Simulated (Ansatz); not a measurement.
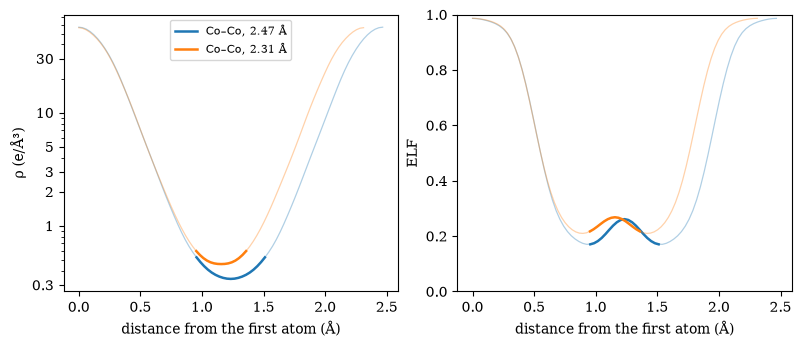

The picture shows: Co. Valence charge density (pseudo) and electron localisation function along straight lines between neighbouring atoms. Thin, pale parts lie inside the atomic spheres.

Space group P6/mmm; set up as Co, omega (AlB2-type); a generated structure, not necessarily the stable one; changed on purpose from its base cell (volume × 1.08); computed pressure about −15 GPa in this cell; spin-polarised.

Method: DFT, PBEsol, plane waves (420 eV) with PAW, scalar-relativistic (Ansatz 0.2.0).

The density is the valence pseudo-density of a PAW calculation; it isn't the true density close to the nuclei.

Q: Compare the contacts.

A: Co–Co (2.47 Å): ρ is about 0.34 e/Å³ halfway; the ELF is about 0.25 at the midpoint: no shared electron pair shows on this line.
Co–Co (2.31 Å): the density is about 0.46 e/Å³ at the midpoint; the ELF is about 0.25 at the midpoint; no localised pair shows between them.
